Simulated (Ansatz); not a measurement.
## Run report: BAs, geometry relaxation (part 1 of 2)

The run: geometry relaxation of BAs (Fm-3m, 2 atoms in the cell). Method and program: DFT, LDA, PAW with Ansatz's default frozen-core files, scalar-relativistic, no spin polarisation (Ansatz 0.2.0).

The structure was built on a prototype by a generator; it need not be a known phase. It belongs to a series of runs on one base structure; here: cell relaxed at zero pressure. Figures and captions count atoms from 1; the log counts them from 0 in places.

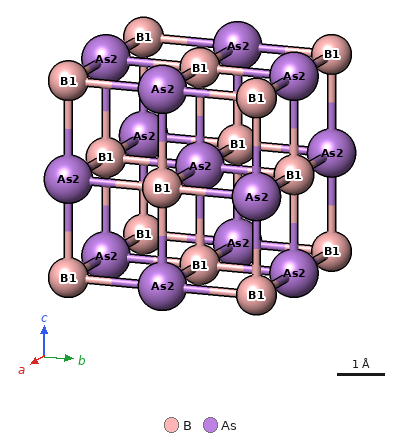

*The starting structure (ball-and-stick view of the cell 4 times as large as that of the calculation, set on its symmetry axes, seen slightly off an axis; atoms are numbered from 1 in the order of the input). An atom can appear more than once, as a periodic image.*

Near neighbours in the periodic cell (some may lie outside the picture): B has 6 As at 2.15 Å; As has 6 B at 2.15 Å.

## Summary

| quantity | value |
| --- | --- |
| outcome | converged |
| space group (tolerance 0.01 Å) | Fm-3m (225) |
| electrons treated | 18 |
| free energy | −4921.7864 eV |
| Fermi energy | 13.432 eV |
| pressure | 0.00 GPa |
| final volume | 23.38 Å³ |
| largest force (length of the vector) at the end | under 0.001 eV/Å |
| final cell | a = 3.210 Å, b = 3.210 Å, c = 3.210 Å, α = 60.00°, β = 60.00°, γ = 60.00° |
| hardware | 1 thread of Arm Neoverse V1, 24 GiB of memory available, shared host |
| wall time | 20 s |
| peak memory | 0.34 GiB |

## Input
```yaml
crystal:
  lattice:
    - [0.0, 2.15443469, 2.15443469]
    - [2.15443469, 0.0, 2.15443469]
    - [2.15443469, 2.15443469, 0.0]
  atoms:
    - { symbol: B, position: [0.0, 0.0, 0.0] }
    - { symbol: As, position: [0.5, 0.5, 0.5] }
kpoints:
  mp_grid: { grid: [16, 16, 16] }
scf:
  occupations: { method: fermi_dirac, width: 0.08 }
hamiltonian:
  xc: lda
  pseudopotentials: { kind: paw }
output:
  forces: true
  stress: true
  write_density: true
  write_potential: true
  elf: true
  volumetric_format: npy
relax:
  f_tol: 0.005
  max_steps: 40
  cell: {}
```

Launched with:
```bash
ansatz run input.yaml --threads 1 --pin off --max-ram 3584MiB --backend cpu --events-out ev --progress --plain --runs-dir out
```

## Output
```
Engine: ansatz 0.2.0, aarch64-unknown-linux-gnu
Pseudopotentials: kind: paw
Pseudopotential: B, paw, valence charge 3, recommended cutoff 420 eV (normal), B.paw.azcp
Pseudopotential: As, paw, valence charge 15, recommended cutoff 420 eV (normal), As.paw.azcp
Functional definition: SPW92
  exchange = slater_x
  correlation = pw_c
Crystal: 2 atoms, lattice volume = 20.000 Å³
Basis set: ecut = 420 eV, 387 PW (Γ)
Bands: 13, of which v1, the nominal top of the filled ones, is band 9 counted from 1 (8 counted from 0)
Symmetry: 48 space group operations
Space group: Fm-3m (ITA 225), of the structure as read, at distance tolerance 2.7e-5 Å
k-points: 145 of 4096
Non-local potential: B, projectors of the file, l = 0: 2, l = 1: 2, l = 2: 1
Non-local potential: As, projectors of the file, l = 0: 2, l = 1: 2, l = 2: 3, l = 3: 1
PAW form: soft (Blöchl's): semilocal exchange-correlation on the pseudo side does not see the compensation charge
PAW frozen core: B, regenerated for the run's functional, and the local potential with it (the file was generated under x = pbe(κ = 0.804, μ = 0.2195149727645171), c = pbe(β = 0.06672455060314922))
PAW frozen core: As, regenerated for the run's functional, and the local potential with it (the file was generated under x = pbe(κ = 0.804, μ = 0.2195149727645171), c = pbe(β = 0.06672455060314922))
PAW one-centre angular grid: B, 110 points (default); XC on 64 Gauss nodes
PAW one-centre angular grid: As, 590 points (default); XC on 64 Gauss nodes
Initial density: superposition of atomic densities (neutral atoms: chi_scale 0, normalization atom), corrected by the library's trained network
Initial wavefunctions: pseudopotential atomic-orbital guess
Functional: x = slater, c = lda
SCF iter   1: F=—  HF=-4921.499076 eV  |F-HF|=—  |Δ(HF+E_count)|=         —  Δρ=9.18e-3  dr2=1.05e-2  ethr=1.77e-3  ⟨swp⟩=5.0  Hψ=10000  notcnv=0
preconditioner: auto → none  [metal: Δε(μ)=0.057 eV  Ē_g=13.691 eV  σ=0.080 eV  W_gap=0.17  n_scr=8 (ndim 8)  ℏωp=23.5 eV  f_vac=0.000  D(μ)=0.60/eV (n_scr^D=0)  sad-step TF]
SCF iter   2: F=—  HF=-4921.495907 eV  |F-HF|=—  |Δ(HF+E_count)|=   3.17e-3  Δρ=5.14e-3  dr2=3.31e-3  ethr=5.82e-5  ⟨swp⟩=1.0  Hψ=3045  notcnv=0
SCF iter   3: F=—  HF=-4921.494674 eV  |F-HF|=—  |Δ(HF+E_count)|=   1.23e-3  Δρ=1.14e-3  dr2=3.58e-4  ethr=1.84e-5  ⟨swp⟩=2.5  Hψ=3024  notcnv=0
SCF iter   4: F=—  HF=-4921.494439 eV  |F-HF|=—  |Δ(HF+E_count)|=   2.36e-4  Δρ=3.37e-4  dr2=1.25e-5  ethr=1.99e-6  ⟨swp⟩=2.0  Hψ=3193  notcnv=0
SCF iter   5: F=—  HF=-4921.494423 eV  |F-HF|=—  |Δ(HF+E_count)|=   1.54e-5  Δρ=1.00e-4  dr2=1.52e-6  ethr=6.95e-8  ⟨swp⟩=2.0  Hψ=3197  notcnv=0
SCF iter   6: F=—  HF=-4921.494420 eV  |F-HF|=—  |Δ(HF+E_count)|=   2.62e-6  Δρ=3.74e-5  dr2=2.62e-7  ethr=8.44e-9  ⟨swp⟩=2.0  Hψ=3148  notcnv=0
SCF iter   7: F=-4921.494420 eV  HF=-4921.494420 eV  |F-HF|=2.93e-9  |Δ(HF+E_count)|=   3.07e-7  Δρ=5.70e-6  dr2=2.48e-9  ethr=5.56e-10  ⟨swp⟩=7.8  Hψ=10920  notcnv=0
SCF 1 converged in 7 iterations: F = -4921.494420 eV  dr2 = 2.48e-9
  greatest PAW one-centre occupation: 0.999 electrons in one spin orbital (limit 2), on the As atom at site 1 (counted from 0), in its partial waves of l = 2
relax step   1: F+E_penalty+E_count = -4921.49442014 eV  Δ(F+E_penalty+E_count) = +0.000e0 eV  max|allowed force component| = 3.985e-31 eV/Å  Δτ_max = 0.0000 Å  P = +31.667 GPa  Ω = 20.000 Å³  (7 SCF iters, dr2 threshold 1.00e-7 eV, accepted)
Crystal: 2 atoms, lattice volume = 22.177 Å³
Basis set: ecut = 420 eV, 411 PW (Γ)
Initial density: handed on by an earlier stage of this run
Initial wavefunctions: those handed on with the density
iter 1 solved again at ethr=4.23e-4 eV; its pass at ethr=3.10e-3 eV (dr2=7.61e-2 eV) is discarded
SCF iter   1: F=—  HF=-4921.777487 eV  |F-HF|=—  |Δ(HF+E_count)|=         —  Δρ=1.62e-2  dr2=7.66e-2  ethr=4.23e-4  ⟨swp⟩=1.0  Hψ=13137  notcnv=0
preconditioner: auto → none  [metal: Δε(μ)=0.048 eV  Ē_g=12.753 eV  σ=0.080 eV  W_gap=0.15  n_scr=8 (ndim 8)  ℏωp=22.3 eV  f_vac=0.000  D(μ)=0.74/eV (n_scr^D=8)]
SCF iter   2: F=—  HF=-4921.753903 eV  |F-HF|=—  |Δ(HF+E_count)|=   2.36e-2  Δρ=3.73e-3  dr2=3.48e-3  ethr=4.23e-4  ⟨swp⟩=2.6  Hψ=3083  notcnv=0
SCF iter   3: F=—  HF=-4921.752460 eV  |F-HF|=—  |Δ(HF+E_count)|=   1.44e-3  Δρ=1.52e-3  dr2=4.05e-4  ethr=1.93e-5  ⟨swp⟩=2.0  Hψ=3207  notcnv=0
SCF iter   4: F=—  HF=-4921.752428 eV  |F-HF|=—  |Δ(HF+E_count)|=   3.23e-5  Δρ=5.17e-4  dr2=4.32e-5  ethr=2.25e-6  ⟨swp⟩=2.0  Hψ=3159  notcnv=0
SCF iter   5: F=—  HF=-4921.752430 eV  |F-HF|=—  |Δ(HF+E_count)|=   2.07e-6  Δρ=6.90e-5  dr2=4.90e-7  ethr=2.40e-7  ⟨swp⟩=2.0  Hψ=2516  notcnv=0
SCF iter   6: F=-4921.752430 eV  HF=-4921.752430 eV  |F-HF|=5.52e-10  |Δ(HF+E_count)|=   2.55e-7  Δρ=3.49e-6  dr2=1.09e-9  ethr=1.11e-9  ⟨swp⟩=8.1  Hψ=11511  notcnv=0
SCF 2 converged in 6 iterations: F = -4921.752430 eV  dr2 = 1.09e-9
relax step   2: F+E_penalty+E_count = -4921.75243002 eV  Δ(F+E_penalty+E_count) = -2.580e-1 eV  max|allowed force component| = 2.564e-30 eV/Å  Δτ_max = 0.0000 Å  P = +8.521 GPa  Ω = 22.177 Å³  energy of the carried Pulay correction = -2.197e-3 eV  (6 SCF iters, dr2 threshold 2.00e-7 eV, accepted)
Crystal: 2 atoms, lattice volume = 23.102 Å³
Basis set: ecut = 420 eV, 459 PW (Γ)
iter 1 solved again at ethr=5.44e-5 eV; its pass at ethr=3.10e-3 eV (dr2=9.78e-3 eV) is discarded
SCF iter   1: F=—  HF=-4921.783322 eV  |F-HF|=—  |Δ(HF+E_count)|=         —  Δρ=5.62e-3  dr2=9.88e-3  ethr=5.44e-5  ⟨swp⟩=1.2  Hψ=13114  notcnv=0
preconditioner: auto → none  [metal: Δε(μ)=0.021 eV  Ē_g=12.363 eV  σ=0.080 eV  W_gap=0.06  n_scr=8 (ndim 8)  ℏωp=21.9 eV  f_vac=0.000  D(μ)=0.77/eV (n_scr^D=8)]
SCF iter   2: F=—  HF=-4921.780344 eV  |F-HF|=—  |Δ(HF+E_count)|=   2.98e-3  Δρ=1.40e-3  dr2=5.39e-4  ethr=5.44e-5  ⟨swp⟩=2.1  Hψ=2925  notcnv=0
SCF iter   3: F=—  HF=-4921.780131 eV  |F-HF|=—  |Δ(HF+E_count)|=   2.13e-4  Δρ=5.46e-4  dr2=5.69e-5  ethr=2.99e-6  ⟨swp⟩=2.0  Hψ=3182  notcnv=0
SCF iter   4: F=—  HF=-4921.780127 eV  |F-HF|=—  |Δ(HF+E_count)|=   4.09e-6  Δρ=1.76e-4  dr2=5.37e-6  ethr=3.16e-7  ⟨swp⟩=1.3  Hψ=2084  notcnv=0
SCF iter   5: F=-4921.780128 eV  HF=-4921.780128 eV  |F-HF|=2.98e-8  |Δ(HF+E_count)|=   4.82e-7  Δρ=2.57e-5  dr2=6.22e-8  ethr=1.11e-9  ⟨swp⟩=6.7  Hψ=12319  notcnv=0
SCF 3 converged in 5 iterations: F = -4921.780128 eV  dr2 = 6.22e-8
relax step   3: F+E_penalty+E_count = -4921.78012792 eV  Δ(F+E_penalty+E_count) = -2.770e-2 eV  max|allowed force component| = 5.259e-31 eV/Å  Δτ_max = 0.0000 Å  P = +1.608 GPa  Ω = 23.102 Å³  energy of the carried Pulay correction = -3.063e-3 eV  (5 SCF iters, dr2 threshold 2.00e-7 eV, accepted)
Crystal: 2 atoms, lattice volume = 23.328 Å³
iter 1 solved again at ethr=2.88e-6 eV; its pass at ethr=3.10e-3 eV (dr2=5.19e-4 eV) is discarded
SCF iter   1: F=—  HF=-4921.781294 eV  |F-HF|=—  |Δ(HF+E_count)|=         —  Δρ=1.28e-3  dr2=5.12e-4  ethr=2.88e-6  ⟨swp⟩=2.1  Hψ=11965  notcnv=0
preconditioner: auto → none  [metal: Δε(μ)=0.029 eV  Ē_g=12.266 eV  σ=0.080 eV  W_gap=0.09  n_scr=8 (ndim 8)  ℏωp=21.7 eV  f_vac=0.000  D(μ)=0.78/eV (n_scr^D=8)]
SCF iter   2: F=—  HF=-4921.781141 eV  |F-HF|=—  |Δ(HF+E_count)|=   1.54e-4  Δρ=3.17e-4  dr2=2.65e-5  ethr=2.85e-6  ⟨swp⟩=2.0  Hψ=2330  notcnv=0
SCF iter   3: F=—  HF=-4921.781133 eV  |F-HF|=—  |Δ(HF+E_count)|=   7.75e-6  Δρ=1.25e-4  dr2=2.89e-6  ethr=1.47e-7  ⟨swp⟩=3.0  Hψ=3249  notcnv=0
SCF iter   4: F=-4921.781133 eV  HF=-4921.781133 eV  |F-HF|=5.03e-8  |Δ(HF+E_count)|=   3.75e-8  Δρ=3.12e-5  dr2=1.63e-7  ethr=1.11e-9  ⟨swp⟩=6.8  Hψ=12054  notcnv=0
SCF 4 converged in 4 iterations: F = -4921.781133 eV  dr2 = 1.63e-7
relax step   4: F+E_penalty+E_count = -4921.78113275 eV  Δ(F+E_penalty+E_count) = -1.005e-3 eV  max|allowed force component| = 6.738e-31 eV/Å  Δτ_max = 0.0000 Å  P = +0.119 GPa  Ω = 23.328 Å³  energy of the carried Pulay correction = -3.269e-3 eV  (4 SCF iters, dr2 threshold 2.00e-7 eV, accepted)
Crystal: 2 atoms, lattice volume = 23.346 Å³
iter 1 solved again at ethr=2.16e-8 eV; its pass at ethr=3.10e-3 eV (dr2=3.89e-6 eV) is discarded
SCF iter   1: F=—  HF=-4921.781124 eV  |F-HF|=—  |Δ(HF+E_count)|=         —  Δρ=1.16e-4  dr2=3.84e-6  ethr=2.16e-8  ⟨swp⟩=2.0  Hψ=11699  notcnv=0
preconditioner: auto → none  [metal: Δε(μ)=0.030 eV  Ē_g=12.256 eV  σ=0.080 eV  W_gap=0.09  n_scr=8 (ndim 8)  ℏωp=21.7 eV  f_vac=0.000  D(μ)=0.78/eV (n_scr^D=8)]
SCF iter   2: F=—  HF=-4921.781123 eV  |F-HF|=—  |Δ(HF+E_count)|=   1.07e-6  Δρ=3.53e-5  dr2=2.58e-7  ethr=2.13e-8  ⟨swp⟩=2.0  Hψ=2305  notcnv=0
SCF iter   3: F=—  HF=-4921.781123 eV  |F-HF|=—  |Δ(HF+E_count)|=   2.58e-8  Δρ=1.60e-5  dr2=4.28e-8  ethr=1.97e-10  ⟨swp⟩=7.7  Hψ=10890  notcnv=0
SCF iter   4: F=-4921.781123 eV  HF=-4921.781123 eV  |F-HF|=1.22e-9  |Δ(HF+E_count)|=   4.77e-9  Δρ=2.84e-6  dr2=1.38e-9  ethr=1.97e-10  ⟨swp⟩=6.9  Hψ=10191  notcnv=0
SCF 5 converged in 4 iterations: F = -4921.781123 eV  dr2 = 1.38e-9
relax step   5: F+E_penalty+E_count = -4921.78112304 eV  Δ(F+E_penalty+E_count) = +9.702e-6 eV  max|allowed force component| = 5.785e-30 eV/Å  Δτ_max = 0.0000 Å  P = +0.001 GPa  Ω = 23.346 Å³  energy of the carried Pulay correction = -3.286e-3 eV  (4 SCF iters, dr2 threshold 3.55e-8 eV, accepted)
Initial wavefunctions: pseudopotential atomic-orbital guess (no wavefunctions were taken with the density)
iter 1 solved again at ethr=7.30e-8 eV; its pass at ethr=3.10e-3 eV (dr2=1.31e-5 eV) is discarded
SCF iter   1: F=—  HF=-4921.786384 eV  |F-HF|=—  |Δ(HF+E_count)|=         —  Δρ=3.40e-4  dr2=3.58e-6  ethr=7.30e-8  ⟨swp⟩=3.0  Hψ=14234  notcnv=0
preconditioner: auto → none  [metal: Δε(μ)=0.031 eV  Ē_g=12.255 eV  σ=0.080 eV  W_gap=0.10  n_scr=8 (ndim 8)  ℏωp=21.7 eV  f_vac=0.000  D(μ)=0.78/eV (n_scr^D=8)]
SCF iter   2: F=—  HF=-4921.786387 eV  |F-HF|=—  |Δ(HF+E_count)|=   3.17e-6  Δρ=1.77e-4  dr2=1.26e-6  ethr=1.99e-8  ⟨swp⟩=2.0  Hψ=3174  notcnv=0
SCF iter   3: F=—  HF=-4921.786389 eV  |F-HF|=—  |Δ(HF+E_count)|=   1.90e-6  Δρ=5.84e-5  dr2=2.17e-7  ethr=6.99e-9  ⟨swp⟩=2.3  Hψ=2429  notcnv=0
SCF iter   4: F=—  HF=-4921.786389 eV  |F-HF|=—  |Δ(HF+E_count)|=   1.22e-7  Δρ=9.75e-6  dr2=4.47e-9  ethr=1.21e-9  ⟨swp⟩=3.0  Hψ=3206  notcnv=0
SCF iter   5: F=—  HF=-4921.786389 eV  |F-HF|=—  |Δ(HF+E_count)|=   5.23e-9  Δρ=1.32e-6  dr2=1.68e-10  ethr=2.48e-11  ⟨swp⟩=1.2  Hψ=1955  notcnv=0
SCF iter   6: F=-4921.786389 eV  HF=-4921.786389 eV  |F-HF|=1.82e-12  |Δ(HF+E_count)|=  1.27e-11  Δρ=8.72e-8  dr2=5.41e-13  ethr=1.00e-12  ⟨swp⟩=5.0  Hψ=7013  notcnv=0
SCF 6 converged in 6 iterations: F = -4921.786389 eV  dr2 = 5.41e-13
relax step   6: F+E_penalty+E_count = -4921.78638924 eV  Δ(F+E_penalty+E_count) = -5.266e-3 eV  max|allowed force component| = 3.944e-30 eV/Å  Δτ_max = 0.0000 Å  P = +0.205 GPa  Ω = 23.346 Å³  stress off target by 2.05e-1 GPa  SCF on the basis re-selected at this cell (its energy is not comparable with the rows above)  (6 SCF iters)
basis re-selected at this cell: Δ(F+E_penalty+E_count) = -5.266e-3 eV, ΔP = +0.204 GPa vs the last step (what re-selecting the basis moved, of the pressure what is left beyond the Pulay correction that the steps carried, after the strain that the cell walked since its last selection, with what the two solves' SCF thresholds leave and, on support functions, any second-order correction that the steps lacked; it is no measure of the basis error at this ecutwfc). This SCF's stress stands 2.05e-1 GPa from its target on what of the cell is left free (relax.cell.stress_tol is 5.00e-2 GPa) and its largest allowed force component is 3.94e-30 eV/Å (relax.f_tol is 5.00e-3 eV/Å): not within both, so this SCF does not close the relaxation
Crystal: 2 atoms, lattice volume = 23.378 Å³
iter 1 solved again at ethr=5.41e-8 eV; its pass at ethr=3.10e-3 eV (dr2=9.74e-6 eV) is discarded
SCF iter   1: F=—  HF=-4921.786391 eV  |F-HF|=—  |Δ(HF+E_count)|=         —  Δρ=1.76e-4  dr2=9.78e-6  ethr=5.41e-8  ⟨swp⟩=1.1  Hψ=10306  notcnv=0
preconditioner: auto → none  [metal: Δε(μ)=0.031 eV  Ē_g=12.243 eV  σ=0.080 eV  W_gap=0.10  n_scr=8 (ndim 8)  ℏωp=21.7 eV  f_vac=0.000  D(μ)=0.78/eV (n_scr^D=8)]
SCF iter   2: F=—  HF=-4921.786388 eV  |F-HF|=—  |Δ(HF+E_count)|=   2.94e-6  Δρ=4.43e-5  dr2=5.40e-7  ethr=5.41e-8  ⟨swp⟩=2.0  Hψ=2331  notcnv=0
SCF iter   3: F=-4921.786388 eV  HF=-4921.786388 eV  |F-HF|=8.98e-9  |Δ(HF+E_count)|=   1.71e-7  Δρ=1.72e-5  dr2=5.73e-8  ethr=5.83e-10  ⟨swp⟩=7.0  Hψ=9625  notcnv=0
SCF 7 converged in 3 iterations: F = -4921.786388 eV  dr2 = 5.73e-8
relax step   7: F+E_penalty+E_count = -4921.78638798 eV  Δ(F+E_penalty+E_count) = +1.261e-6 eV  max|allowed force component| = 3.517e-30 eV/Å  Δτ_max = 0.0000 Å  P = +0.005 GPa  Ω = 23.378 Å³  energy of the carried Pulay correction = -2.202e-5 eV  (3 SCF iters, dr2 threshold 1.05e-7 eV, accepted)
iter 1 solved again at ethr=6.49e-8 eV; its pass at ethr=3.10e-3 eV (dr2=1.17e-5 eV) is discarded
SCF iter   1: F=—  HF=-4921.786411 eV  |F-HF|=—  |Δ(HF+E_count)|=         —  Δρ=1.77e-5  dr2=5.80e-8  ethr=6.49e-8  ⟨swp⟩=3.0  Hψ=14269  notcnv=0
SCF iter   2: F=—  HF=-4921.786411 eV  |F-HF|=—  |Δ(HF+E_count)|=   2.22e-7  Δρ=8.35e-6  dr2=1.14e-8  ethr=3.22e-10  ⟨swp⟩=1.7  Hψ=2059  notcnv=0
SCF iter   3: F=—  HF=-4921.786411 eV  |F-HF|=—  |Δ(HF+E_count)|=  8.89e-10  Δρ=2.71e-6  dr2=2.26e-9  ethr=6.31e-11  ⟨swp⟩=2.1  Hψ=2282  notcnv=0
SCF iter   4: F=-4921.786411 eV  HF=-4921.786411 eV  |F-HF|=0.00e0  |Δ(HF+E_count)|=  7.11e-10  Δρ=3.71e-7  dr2=1.10e-11  ethr=1.00e-12  ⟨swp⟩=4.0  Hψ=8765  notcnv=0
SCF 8 converged in 4 iterations: F = -4921.786411 eV  dr2 = 1.10e-11
relax step   8: F+E_penalty+E_count = -4921.78641074 eV  Δ(F+E_penalty+E_count) = -2.276e-5 eV  max|allowed force component| = 1.150e-31 eV/Å  Δτ_max = 0.0000 Å  P = +0.005 GPa  Ω = 23.378 Å³  stress off target by 4.52e-3 GPa  SCF on the basis re-selected at this cell (its energy is not comparable with the rows above)  (4 SCF iters)
```
